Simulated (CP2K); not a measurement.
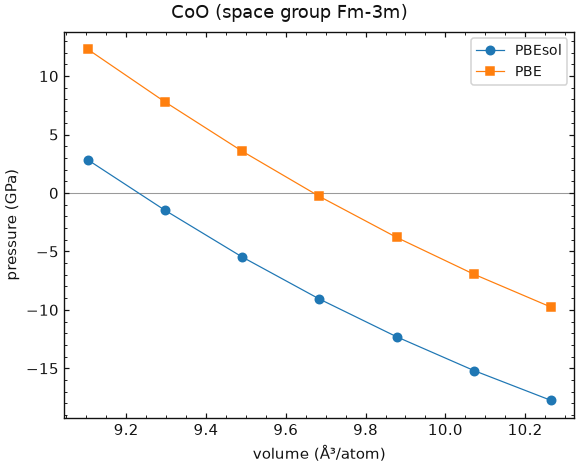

Calculation (CP2K 2026.2): DFT in Gaussian orbitals with a plane-wave density, collinear spins; energies at scaled volumes of the given cell, shape and fractions fixed, counted from the fit's minimum, third-order Birch-Murnaghan fit. All runs: collinear spin.

- k mesh: 11×11×11
- occupations: Fermi–Dirac
- smearing width: 0.05 eV
- potentials: GTH PBE with UZH TZVP basis
- density cutoff: 11560 eV

Caption: Pressure against volume, with one curve for each functional, for CoO (space group Fm-3m).

The fitted equilibrium volumes, smallest first, are PBEsol 9.229, PBE 9.669 Å³/atom. The fitted bulk moduli, smallest first, are PBE 184.0, PBEsol 208.1 GPa. For PBEsol, the pressure falls from 2.85 GPa at volume 9.10 Å³/atom to −17.75 GPa at 10.27 Å³/atom, and changes sign near 9.23 Å³/atom. For PBE, the pressure falls from 12.31 GPa at volume 9.10 Å³/atom to −9.77 GPa at 10.27 Å³/atom, and changes sign near 9.67 Å³/atom.
